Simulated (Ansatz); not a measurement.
# Sb2Se3: what the fields show

Input file:

```
crystal:
  lattice:
    - [2.0532224461, 1.185428532, 9.799414852]
    - [-2.0532224461, 1.185428532, 9.799414852]
    - [0.0, -2.3708570639, 9.799414852]
  atoms:
    - { symbol: Sb, position: [0.3964362112, 0.3964362112, 0.3964362112] }
    - { symbol: Sb, position: [0.6035637888, 0.6035637888, 0.6035637888] }
    - { symbol: Se, position: [0.7816220803, 0.7816220803, 0.7816220803] }
    - { symbol: Se, position: [0.2183779197, 0.2183779197, 0.2183779197] }
    - { symbol: Se, position: [0.0, 0.0, 0.0] }
basis:
  ecutwfc: 420
kpoints:
  mp_grid: { grid: [12, 12, 12] }
hamiltonian:
  xc: pbe
scf:
  occupations: { method: gaussian, width: 0.01 }
output:
  forces: true
  stress: true
  eigenvalues: true
  write_density: true
  write_potential: true
  elf: true
  volumetric_format: npy
relax:
  adjacent_minimum: "off"
  f_tol: 0.01
  max_steps: 80
  cell: { stress_tol: 0.05 }
```

Command:

```sh
ansatz run input.yaml --threads 1 --pin off --max-ram 2560MiB --backend cpu --events-out ev --progress --plain --runs-dir out
```

Below, planes, directions and counts refer to the conventional cell (a = 4.07 Å, b = 4.07 Å, c = 31.01 Å, α = 90.00°, β = 90.00°, γ = 120.00°).

The fields are those of the relaxed geometry.

Space group R-3m; a generated structure, not necessarily the stable one.

The calculation used Ansatz, DFT PBE, scalar-relativistic, plane waves, PAW.

In a PAW calculation such maps are meaningful between the atoms, not at the nuclei.

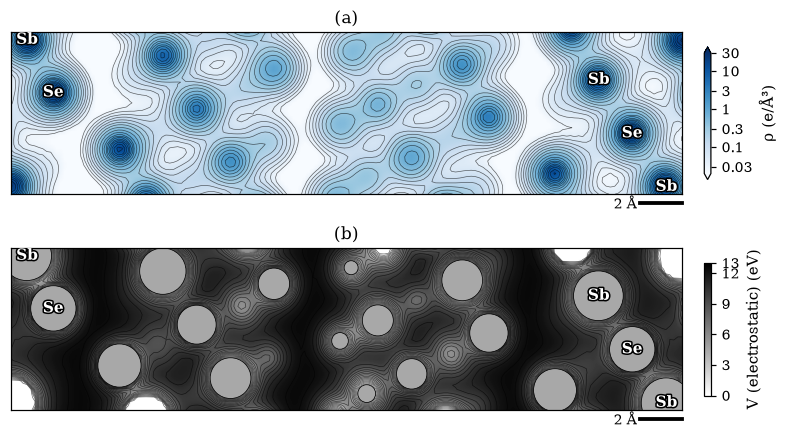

Figure 1. (a) valence charge density (pseudo); (b) electrostatic potential (local pseudopotential plus Hartree) felt by an electron on the (111) plane of the conventional cell. Grey discs cover the atomic cores in the potential map.

Question: Interpret the plot.

Answer: The plane passes through Sb and Se nuclei. Atoms just off the plane (Sb, 0.4 Å away and Se, 0.3 Å away) can leave unmarked features too. Sb–Se (2.82 Å): the density is about 0.35 e/Å³ at the midpoint. Sb–Se (3.02 Å): ρ is about 0.24 e/Å³ halfway. Between the atoms the lowest density in this plane is 0.005 e/Å³. Outside the cores the potential energy rises away from the atoms and is highest about 2.4 Å from the nearest atoms; its zero is arbitrary.

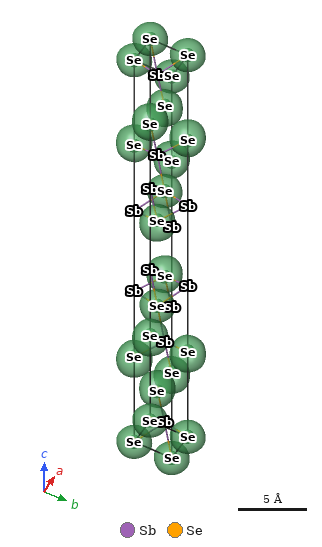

Figure 2. Isosurface of the electron localisation function at 0.6 (green), seen at an oblique angle. Only the valence region is drawn (cores and ρ < 0.01 e/Å³ removed). Sticks mark near contacts.

Question: Where are the electrons localised?

Answer: The ELF exceeds this value in nine regions wrapped around Se (the valence shell of each), counted in one cell of 15 atoms. Any copies at cell faces, edges or corners count once. Along the contacts the grid gives the following. Sb–Se (2.82 Å): the ELF is about 0.55 at the midpoint. Sb–Se (3.02 Å): the ELF is about 0.40 at the midpoint.

Question: Metal or insulator at this level of theory?

Answer: It is gapped, with a Kohn–Sham gap of 0.36 eV on the k-point mesh (the band edges may lie off the mesh, which would make the gap smaller).
